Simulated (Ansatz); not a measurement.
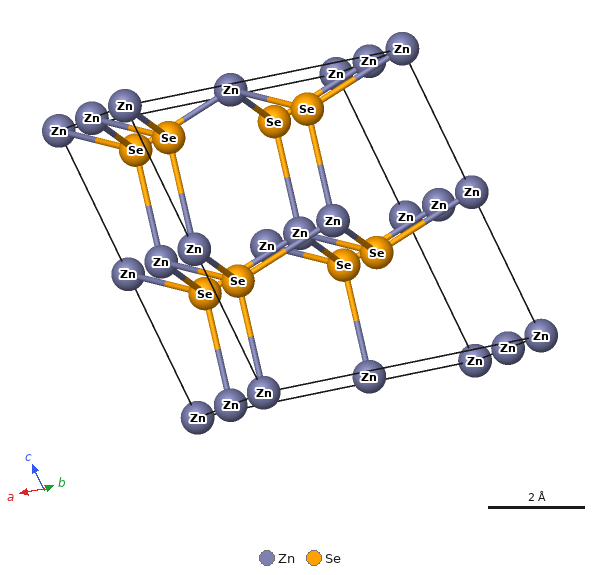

The input geometry (ball-and-stick view of the cell of the calculation, seen at an oblique angle).

## Zn$_{7}$Se$_{8}$ (charge −2): geometry relaxation (part 1 of 2)

Zn$_{7}$Se$_{8}$ (defect cell, 15 atoms in the cell, total charge −2), computed with DFT LDA, scalar-relativistic, plane waves, PAW, no spin polarisation (Ansatz 0.2.0).

The structure derives from a Materials Project entry. It belongs to a series of runs on one base structure; here: Zn on a Zn site beside a Zn vacancy, charge -2, atoms relaxed.

**The program's output**
```
Engine: ansatz 0.2.0, x86_64-unknown-linux-gnu
Pseudopotentials: kind: paw
Pseudopotential: Zn, paw, valence charge 12, recommended cutoff 420 eV (normal), Zn.paw.azcp
Pseudopotential: Se, paw, valence charge 16, recommended cutoff 420 eV (normal), Se.paw.azcp
Functional definition: SPW92
  exchange = slater_x
  correlation = pw_c
Crystal: 15 atoms, lattice volume = 345.157 Å³
Basis set: ecut = 420 eV, 6735 PW (Γ), exchange–correlation on 108×108×108 points (8 copies of the dense FFT grid, shifted against one another)
Bands: 129, of which v1, the nominal top of the filled ones, is band 107 counted from 1 (106 counted from 0)
Symmetry: 24 space group operations
Space group: F-43m (ITA 216), of the structure as read, at distance tolerance 7.0e-5 Å
k-points: 3 of 8
Non-local potential: Zn, projectors of the file, l = 0: 2, l = 1: 2, l = 2: 3, l = 3: 1
Non-local potential: Se, projectors of the file, l = 0: 2, l = 1: 2, l = 2: 3, l = 3: 1
PAW form: soft (Blöchl's): semilocal exchange-correlation on the pseudo side does not see the compensation charge
PAW frozen core: Zn, regenerated for the run's functional, and the local potential with it (the file was generated under x = pbe(κ = 0.804, μ = 0.2195149727645171), c = pbe(β = 0.06672455060314922))
PAW frozen core: Se, regenerated for the run's functional, and the local potential with it (the file was generated under x = pbe(κ = 0.804, μ = 0.2195149727645171), c = pbe(β = 0.06672455060314922))
PAW one-centre angular grid: Zn, 590 points (default); XC on 64 Gauss nodes
PAW one-centre angular grid: Se, 590 points (default); XC on 64 Gauss nodes
Initial density: superposition of atomic densities (neutral atoms scaled as one to the charged cell's electrons: chi_scale 0, normalization atom), corrected by the library's trained network
Initial wavefunctions: pseudopotential atomic-orbital guess
Functional: x = slater, c = lda
SCF iter   1: F=—  HF=-65785.686310 eV  |F-HF|=—  |Δ(HF+E_count)|=         —  Δρ=4.66e-2  dr2=5.80e0  ethr=1.77e-3  ⟨swp⟩=5.7  Hψ=1476  notcnv=0  defer=12
preconditioner: auto → Resta (q_TF=auto, 2.519 Å⁻¹)  ε∞=5.8  [insulator: Δε(μ)=0.968 eV  Ē_g=10.553 eV  σ=0.020 eV  W_gap=1.00  n_scr=88 (ndim 8)  ℏωp=23.1 eV  f_vac=0.110  D(μ)=0.00/eV (n_scr^D=0)  ε∞_Penn≈5.8]
SCF iter   2: F=—  HF=-65783.975455 eV  |F-HF|=—  |Δ(HF+E_count)|=    1.71e0  Δρ=1.36e-2  dr2=8.75e-1  ethr=1.77e-3  ⟨swp⟩=2.0  Hψ=645  notcnv=0  defer=45
SCF iter   3: F=—  HF=-65783.534938 eV  |F-HF|=—  |Δ(HF+E_count)|=   4.41e-1  Δρ=1.04e-2  dr2=5.00e-1  ethr=4.09e-4  ⟨swp⟩=2.0  Hψ=645  notcnv=0  defer=45
SCF iter   4: F=—  HF=-65783.337488 eV  |F-HF|=—  |Δ(HF+E_count)|=   1.97e-1  Δρ=3.38e-3  dr2=5.59e-2  ethr=2.34e-4  ⟨swp⟩=3.0  Hψ=564  notcnv=0  defer=45
SCF iter   5: F=—  HF=-65783.326137 eV  |F-HF|=—  |Δ(HF+E_count)|=   1.14e-2  Δρ=1.15e-3  dr2=6.86e-3  ethr=2.61e-5  ⟨swp⟩=2.7  Hψ=733  notcnv=0  defer=45
SCF iter   6: F=—  HF=-65783.322663 eV  |F-HF|=—  |Δ(HF+E_count)|=   3.47e-3  Δρ=4.33e-4  dr2=1.22e-3  ethr=3.20e-6  ⟨swp⟩=2.0  Hψ=674  notcnv=0  defer=45
SCF iter   7: F=—  HF=-65783.323008 eV  |F-HF|=—  |Δ(HF+E_count)|=   3.45e-4  Δρ=5.94e-4  dr2=7.59e-4  ethr=5.72e-7  ⟨swp⟩=2.3  Hψ=526  notcnv=0  defer=45
SCF iter   8: F=—  HF=-65783.322565 eV  |F-HF|=—  |Δ(HF+E_count)|=   4.43e-4  Δρ=1.58e-4  dr2=6.92e-5  ethr=3.55e-7  ⟨swp⟩=2.3  Hψ=513  notcnv=0  defer=45
SCF iter   9: F=-65783.322547 eV  HF=-65783.322547 eV  |F-HF|=3.68e-8  |Δ(HF+E_count)|=   1.76e-5  Δρ=4.82e-5  dr2=4.40e-6  ethr=4.67e-9  ⟨swp⟩=17.7  Hψ=4323  notcnv=0
SCF 1 converged in 9 iterations: F = -65783.322547 eV  dr2 = 4.40e-6
  greatest PAW one-centre occupation: 1.000 electrons in one spin orbital (limit 2), on the Se atom at site 13 (counted from 0), in its partial waves of l = 2
relax step   1: F+E_penalty+E_count = -65783.32254716 eV  Δ(F+E_penalty+E_count) = +0.000e0 eV  max|allowed force component| = 9.603e-1 eV/Å  Δτ_max = 0.0000 Å  (9 SCF iters, dr2 threshold 1.00e-5 eV, accepted)
Initial density: handed on by an earlier stage of this run
Initial wavefunctions: those handed on with the density
iter 1 solved again at ethr=6.96e-4 eV; its pass at ethr=3.10e-3 eV (dr2=1.49e0 eV) is discarded
SCF iter   1: F=—  HF=-65784.377965 eV  |F-HF|=—  |Δ(HF+E_count)|=         —  Δρ=1.78e-2  dr2=1.50e0  ethr=6.96e-4  ⟨swp⟩=1.0  Hψ=1443  notcnv=0  defer=14
preconditioner: auto → Resta (q_TF=auto, 2.519 Å⁻¹)  ε∞=5.3  [insulator: Δε(μ)=0.699 eV  Ē_g=11.176 eV  σ=0.020 eV  W_gap=1.00  n_scr=88 (ndim 8)  ℏωp=23.1 eV  f_vac=0.075  D(μ)=0.00/eV (n_scr^D=0)  ε∞_Penn≈5.3]
SCF iter   2: F=—  HF=-65783.951918 eV  |F-HF|=—  |Δ(HF+E_count)|=   4.26e-1  Δρ=7.87e-3  dr2=2.87e-1  ethr=6.96e-4  ⟨swp⟩=2.3  Hψ=470  notcnv=0  defer=14
SCF iter   3: F=—  HF=-65783.859377 eV  |F-HF|=—  |Δ(HF+E_count)|=   9.25e-2  Δρ=2.50e-3  dr2=2.84e-2  ethr=1.34e-4  ⟨swp⟩=3.0  Hψ=743  notcnv=0  defer=45
SCF iter   4: F=—  HF=-65783.852599 eV  |F-HF|=—  |Δ(HF+E_count)|=   6.78e-3  Δρ=1.35e-3  dr2=1.04e-2  ethr=1.33e-5  ⟨swp⟩=2.0  Hψ=540  notcnv=0  defer=45
SCF iter   5: F=—  HF=-65783.850245 eV  |F-HF|=—  |Δ(HF+E_count)|=   2.35e-3  Δρ=5.31e-4  dr2=2.24e-3  ethr=4.85e-6  ⟨swp⟩=2.0  Hψ=557  notcnv=0  defer=45
SCF iter   6: F=—  HF=-65783.849094 eV  |F-HF|=—  |Δ(HF+E_count)|=   1.15e-3  Δρ=1.77e-4  dr2=3.47e-4  ethr=1.04e-6  ⟨swp⟩=2.0  Hψ=611  notcnv=0  defer=45
SCF iter   7: F=-65783.848995 eV  HF=-65783.849004 eV  |F-HF|=9.14e-6  |Δ(HF+E_count)|=   9.01e-5  Δρ=5.42e-5  dr2=1.81e-5  ethr=2.69e-8  ⟨swp⟩=14.7  Hψ=3882  notcnv=0
SCF 2 converged in 7 iterations: F = -65783.848995 eV  dr2 = 1.81e-5
  greatest PAW one-centre occupation: 1.000 electrons in one spin orbital (limit 2), on the Se atom at site 9 (counted from 0), in its partial waves of l = 2
relax step   2: F+E_penalty+E_count = -65783.84899481 eV  Δ(F+E_penalty+E_count) = -5.264e-1 eV  max|allowed force component| = 3.979e-1 eV/Å  Δτ_max = 0.1778 Å  (7 SCF iters, dr2 threshold 5.76e-5 eV, accepted)
SCF iter   1: F=—  HF=-65783.938849 eV  |F-HF|=—  |Δ(HF+E_count)|=         —  Δρ=3.59e-3  dr2=3.02e-2  ethr=6.56e-4  ⟨swp⟩=3.7  Hψ=824  notcnv=0  defer=46
preconditioner: auto → Resta (q_TF=auto, 2.519 Å⁻¹)  ε∞=5.3  [insulator: Δε(μ)=1.162 eV  Ē_g=11.155 eV  σ=0.020 eV  W_gap=1.00  n_scr=88 (ndim 8)  ℏωp=23.1 eV  f_vac=0.074  D(μ)=0.00/eV (n_scr^D=0)  ε∞_Penn≈5.3]
SCF iter   2: F=—  HF=-65783.929565 eV  |F-HF|=—  |Δ(HF+E_count)|=   9.28e-3  Δρ=1.70e-3  dr2=7.19e-3  ethr=1.41e-5  ⟨swp⟩=2.0  Hψ=511  notcnv=0  defer=46
SCF iter   3: F=—  HF=-65783.927320 eV  |F-HF|=—  |Δ(HF+E_count)|=   2.25e-3  Δρ=3.07e-4  dr2=7.07e-4  ethr=3.36e-6  ⟨swp⟩=2.0  Hψ=598  notcnv=0  defer=46
SCF iter   4: F=—  HF=-65783.927307 eV  |F-HF|=—  |Δ(HF+E_count)|=   1.34e-5  Δρ=3.46e-4  dr2=3.32e-4  ethr=3.31e-7  ⟨swp⟩=2.0  Hψ=526  notcnv=0  defer=46
SCF iter   5: F=—  HF=-65783.927128 eV  |F-HF|=—  |Δ(HF+E_count)|=   1.78e-4  Δρ=7.09e-5  dr2=2.80e-5  ethr=1.55e-7  ⟨swp⟩=2.0  Hψ=518  notcnv=0  defer=46
SCF iter   6: F=-65783.927120 eV  HF=-65783.927122 eV  |F-HF|=1.99e-6  |Δ(HF+E_count)|=   5.81e-6  Δρ=2.56e-5  dr2=4.27e-6  ethr=4.62e-9  ⟨swp⟩=15.0  Hψ=3751  notcnv=0
SCF 3 converged in 6 iterations: F = -65783.927120 eV  dr2 = 4.27e-6
  greatest PAW one-centre occupation: 1.000 electrons in one spin orbital (limit 2), on the Se atom at site 14 (counted from 0), in its partial waves of l = 2
relax step   3: F+E_penalty+E_count = -65783.92712035 eV  Δ(F+E_penalty+E_count) = -7.813e-2 eV  max|allowed force component| = 6.086e-3 eV/Å  Δτ_max = 0.0471 Å  (6 SCF iters, dr2 threshold 9.89e-6 eV, accepted)
iter 1 solved again at ethr=2.00e-9 eV; its pass at ethr=3.10e-3 eV (dr2=4.27e-6 eV) is discarded
SCF iter   1: F=—  HF=-65783.927122 eV  |F-HF|=—  |Δ(HF+E_count)|=         —  Δρ=2.55e-5  dr2=4.27e-6  ethr=2.00e-9  ⟨swp⟩=1.0  Hψ=918  notcnv=0
preconditioner: auto → Resta (q_TF=auto, 2.519 Å⁻¹)  ε∞=5.3  [insulator: Δε(μ)=1.175 eV  Ē_g=11.160 eV  σ=0.020 eV  W_gap=1.00  n_scr=88 (ndim 8)  ℏωp=23.1 eV  f_vac=0.076  D(μ)=0.00/eV (n_scr^D=0)  ε∞_Penn≈5.3]
SCF iter   2: F=—  HF=-65783.927122 eV  |F-HF|=—  |Δ(HF+E_count)|=   2.83e-8  Δρ=1.64e-5  dr2=1.94e-6  ethr=2.00e-9  ⟨swp⟩=2.0  Hψ=660  notcnv=0
SCF iter   3: F=—  HF=-65783.927123 eV  |F-HF|=—  |Δ(HF+E_count)|=   2.04e-7  Δρ=1.06e-5  dr2=7.09e-7  ethr=9.08e-10  ⟨swp⟩=2.0  Hψ=518  notcnv=0
SCF iter   4: F=—  HF=-65783.927122 eV  |F-HF|=—  |Δ(HF+E_count)|=   1.16e-7  Δρ=5.93e-6  dr2=1.47e-7  ethr=3.31e-10  ⟨swp⟩=2.0  Hψ=522  notcnv=0
SCF iter   5: F=-65783.927122 eV  HF=-65783.927122 eV  |F-HF|=2.62e-9  |Δ(HF+E_count)|=   5.47e-8  Δρ=1.67e-6  dr2=2.00e-8  ethr=4.67e-11  ⟨swp⟩=9.3  Hψ=2538  notcnv=0
SCF 4 converged in 5 iterations: F = -65783.927122 eV  dr2 = 2.00e-8
  greatest PAW one-centre occupation: 1.000 electrons in one spin orbital (limit 2), on the Se atom at site 12 (counted from 0), in its partial waves of l = 2
relax step   4: F+E_penalty+E_count = -65783.92712234 eV  Δ(F+E_penalty+E_count) = -1.988e-6 eV  max|allowed force component| = 6.377e-3 eV/Å  Δτ_max = 0.0000 Å  (5 SCF iters, accepted)
```

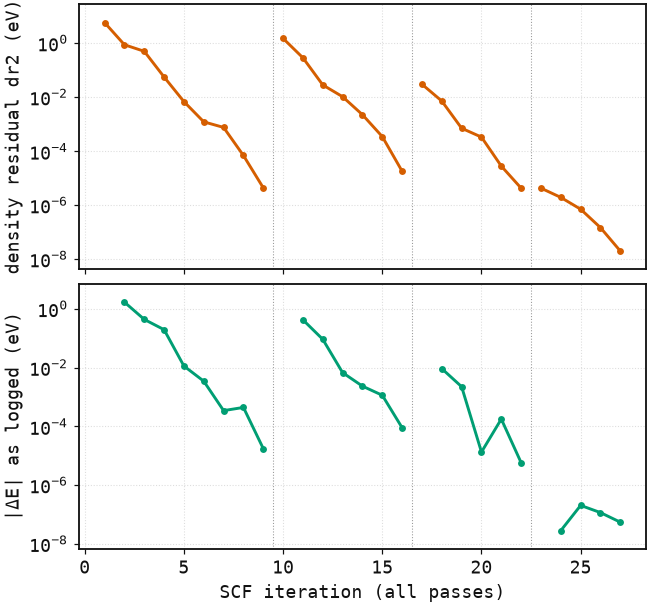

Convergence of the self-consistent field: density residual dr2 and size of the energy change against the SCF iteration. The dotted lines part the SCF passes of the relaxation: geometry steps, rejected trials and re-solves on a re-selected basis. The passes take 9, 7, 6 and 5 iterations.

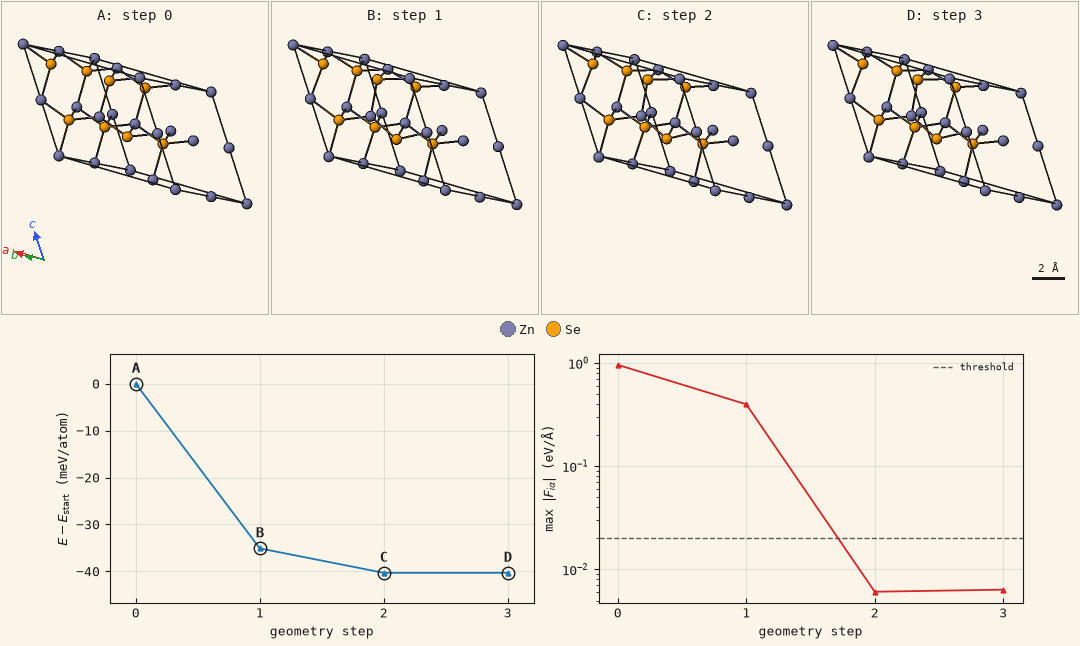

Frames of the relaxation (ball-and-stick view of the cell of the calculation, seen at an oblique angle) above the curves, on which the letters mark them (the first geometry is step 0 here and step 1 in the log).

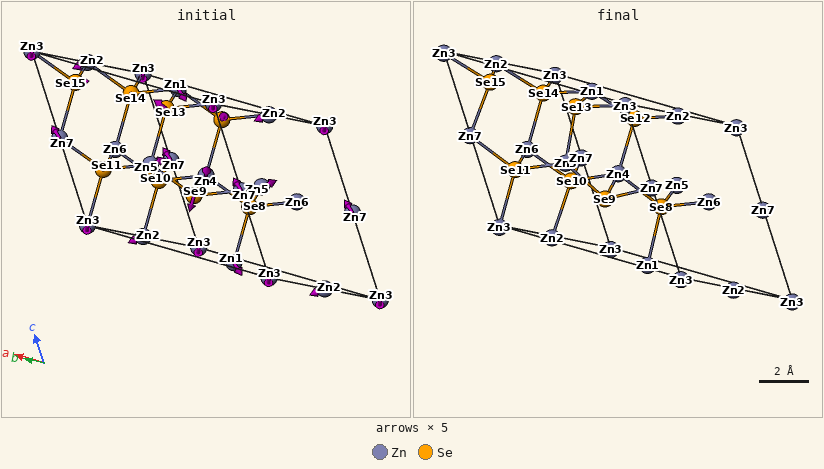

Before (left) and after (right) the relaxation, at one scale (ball-and-stick view of the cell of the calculation, seen at an oblique angle). The pink arrows give the displacements, magnified 5 times. The largest moves, 0.15 Å, are those of 10 atoms (Zn1, Zn2, Zn3, Zn4 and others). Largest moves by element: Zn 0.15 Å, Se 0.15 Å. The cell stays as it was. Distances before and after: Zn1–Se14 2.411 → 2.493 Å, Zn1–Se12 2.411 → 2.388 Å, Zn6–Se10 2.411 → 2.430 Å. Among the angles that change: Se12–Zn1–Se13 109.5° → 121.8°, Zn1–Se12–Zn2 109.5° → 102.6°, Se8–Zn1–Se14 109.5° → 103.1°. The energy falls by 40.3 meV per atom in 3 geometry steps. Largest force component: 0.96 eV/Å at the start, 0.0064 eV/Å at the end. (Atoms are counted from 1 in the order of the input.)

```
SCF converged after 5 iterations
Free energy (F): -65783.927122 eV
Harris-Foulkes:  -65783.927122 eV  (|F-HF|=2.62e-9)
Internal energy: -65783.927122 eV  (E = F + TS)
E sigma→0 (E₀):  -65783.927122 eV
Fermi energy:    7.354442 eV
--- Per-component energies (eV) ---
  E_band       = -3132.963797
  E_kinetic    = 1903.593982
  E_local      = -33449.782608  (includes V_loc(G=0)·N_el)
  E_nonlocal   = -395.655098
  E_hartree    = 15535.224141
  E_xc         = -1798.362874
  E_vxc        = -1189.565368  (∫ρ·V_xc dr)
  E_paw        = -26906.834457  (= ΣΔE_a)
  E_vpaw       = -1071.993432  (= ΣTr[D̂ρ^β])
  E_aug_tail   = -0.007366  (compensation charges beyond the density's cutoff)
  E_ewald      = -20700.741730
  E_core_change = 28.638887  (= ΣΔE_core)
  E_smearing   = -0.000000  (= −TS)
  E_closure    = 0.000000  (closes the sum)
  E_deformation_potential = -24.949943  (in the stress; not in F)
  Σ components = -65783.927122   (vs F -65783.927122, Δ=0.00e0)
--- Forces (eV/Å), atoms counted from 1 ---
  atom   1  Zn    -0.00000000    -0.00000000    -0.00637741
  atom   2  Zn    -0.00000000    -0.00637741     0.00000000
  atom   3  Zn     0.00637741    -0.00000000     0.00000000
  atom   4  Zn    -0.00637741    -0.00000000     0.00000000
  atom   5  Zn    -0.00000000     0.00637741    -0.00000000
  atom   6  Zn    -0.00000000    -0.00000000     0.00000000
  atom   7  Zn    -0.00000000    -0.00000000     0.00637741
  atom   8  Se    -0.00616934     0.00616934    -0.00616934
  atom   9  Se    -0.00121641     0.00121641     0.00121641
  atom  10  Se    -0.00616934    -0.00616934     0.00616934
  atom  11  Se     0.00616934     0.00616934     0.00616934
  atom  12  Se    -0.00121641    -0.00121641    -0.00121641
  atom  13  Se     0.00121641     0.00121641    -0.00121641
  atom  14  Se     0.00616934    -0.00616934    -0.00616934
  atom  15  Se     0.00121641    -0.00121641     0.00121641
  max |Σ_I F_I| component: 6.36e-16 eV/Å
--- Band table (eV) ---
```
